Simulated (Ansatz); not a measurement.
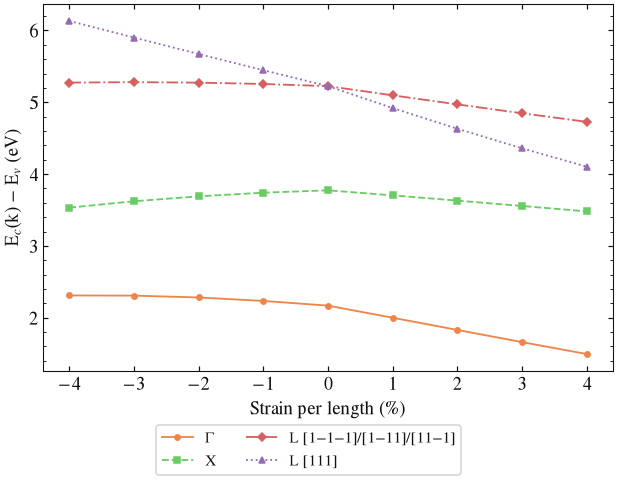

Lowest conduction level at each named k point, counted from the valence-band top at Γ.

System: zincblende GaN, space group F-43m, 2 atoms in the primitive cell, relaxed with r2SCAN; unstrained, cubic a = 4.498 Å. The cell is strained biaxially in the (111) plane; the length along [111] and the atoms are relaxed again with r2SCAN. Points keep the names of the unstrained cell; those that the strain makes unlike carry their directions on the cubic axes x, y, z. Method: r2SCAN, Ansatz PAW set, no spin polarisation, no spin-orbit coupling, 10×10×10 k mesh, 500 eV cutoff, fixed occupations (Ansatz 0.2.0).

Question: How does the strain split the L points of the conduction band?

Answer: Unstrained, the L points are equivalent. At −4 % the lowest conduction level is 5.27 eV at L [1−1−1]/[1−11]/[11−1] and 6.13 eV at L [111] above the valence top, a splitting of 0.86 eV, or 215 meV for each 1 % of strain on average.

Question: Which of these conduction levels is lowest, and does that change?

Answer: The lowest is the one at Γ, over the whole range, so among these points the gap stays direct.

The values:
| strain | Γ (eV) | X (eV) | L [1−1−1]/[1−11]/[11−1] (eV) | L [111] (eV) |
| --- | --- | --- | --- | --- |
| −4 % | 2.31 | 3.53 | 5.27 | 6.13 |
| −3 % | 2.31 | 3.62 | 5.28 | 5.90 |
| −2 % | 2.28 | 3.69 | 5.27 | 5.67 |
| −1 % | 2.23 | 3.74 | 5.25 | 5.45 |
| 0 % | 2.17 | 3.77 | 5.23 | 5.23 |
| +1 % | 2.00 | 3.70 | 5.10 | 4.92 |
| +2 % | 1.83 | 3.63 | 4.97 | 4.63 |
| +3 % | 1.66 | 3.56 | 4.85 | 4.36 |
| +4 % | 1.49 | 3.48 | 4.73 | 4.10 |

The strain splits the threefold valence top at Γ, and levels count from its highest part. The PAW data sets were made with another functional. LDA, GGA and most meta-GGA functionals understate gaps. The usual form of GaN is wurtzite.
